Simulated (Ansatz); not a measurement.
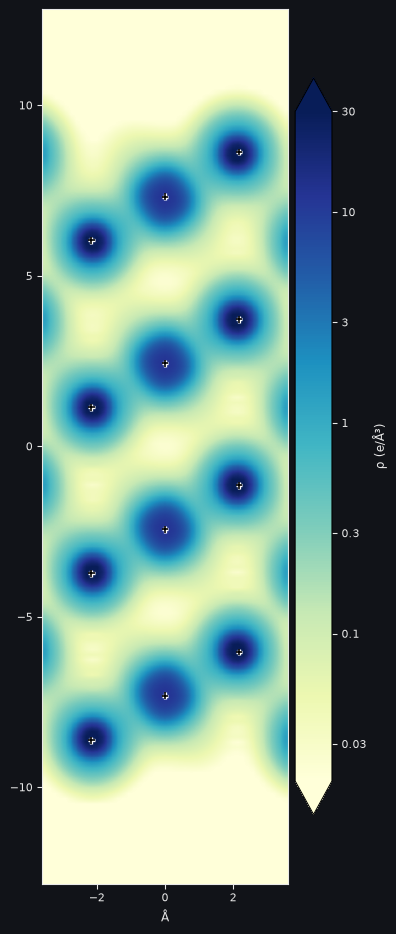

The valence pseudo-density on a plane through atoms (crosses mark nuclei in the plane).

Computed with DFT PBE+D3(BJ), scalar-relativistic, plane waves, PAW (Ansatz 0.2.0).

Candidates:
A. BN, a = 2.51 Å, b = 2.51 Å, c = 6.62 Å, α = 90.00°, β = 90.00°, γ = 120.00°. Space group P6₃/mmc; a generated structure, not necessarily the stable one.
B. PtSe2, a = 3.75 Å, b = 3.75 Å, c = 59.33 Å, α = 90.00°, β = 90.00°, γ = 120.00°. 

### Which candidate gave the map?

Candidate B: PtSe2 on the (110) plane of the calculation cell, a cut from vacuum to vacuum, which holds Pt and Se. Pt–Se (2.52 Å): ρ is about 0.57 e/Å³ halfway.
